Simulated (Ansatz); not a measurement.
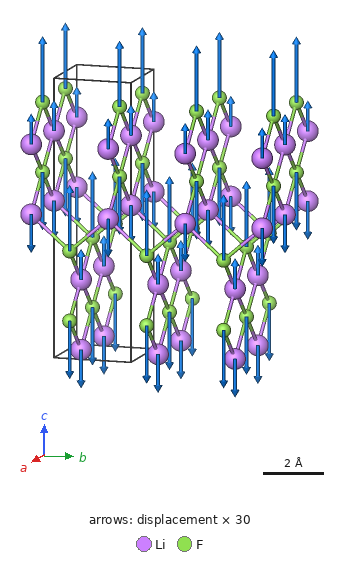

A relaxation of a crystal of LiF (a generated structure, set up in Imm2) (coarse preliminary run). The starting structure is drawn; blue arrows show the displacements (the part carried along by the change of the cell is left out), 30 times their true length.

Style: ball-and-stick. Shown: the conventional cell (2 times the calculation's cell), repeated 2 × 3 × 1 with one cell outlined, slightly off an axis. Lengths and directions refer to the drawn axes.

Level of theory: DFT PBE, scalar-relativistic, plane waves, PAW in Ansatz. Set-up: plane-wave cutoff 420 eV; k-point mesh 10 × 10 × 10; occupations gaussian; smearing width 0.1 eV; no spin polarisation; cell and atoms relaxed; force threshold 0.04 eV/Å; at most 70 steps.

Question: Atoms of which element are displaced furthest, and by how much?

Answer: Fluorine: up to 0.076 Å, against 0.044 Å for lithium.

Question: What did the optimiser do to the structure, and how much energy did it gain?

Answer: Over 7 accepted moves (10 points after the start) the energy falls by 0.598 eV per cell of the calculation. The largest force component goes from 0.98 to 0.0023 eV/Å. The pressure goes from 21.88 to 0.07 GPa. At 3 points the geometry stayed and the basis and grid were re-selected for the new cell (energy shift of 0.101 eV per cell of the calculation at most each time). The atom that moves furthest relative to the cell is an F atom (0.076 Å along +c). By element the largest moves are F 0.076 Å, Li 0.044 Å. Cell: a 2.532 → 2.784 Å (+10.0 %), b 2.719 → 3.120 Å (+14.8 %), c 9.580 → 10.026 Å (+4.7 %). Volume +32.1 %. Among the contacts that change: Li–Li 2.532 → 2.784 Å, F–Li 1.733 → 1.932 Å, Li–Li 2.399 → 2.590 Å, F–Li 1.755 → 1.913 Å. Among the angles between lasting bonds that change: F–Li–F 98.3° → 109.1°, Li–F–Li 98.3° → 109.1°, F–Li–F 116.9° → 112.8°. The space group stays Imm2 (No. 44).
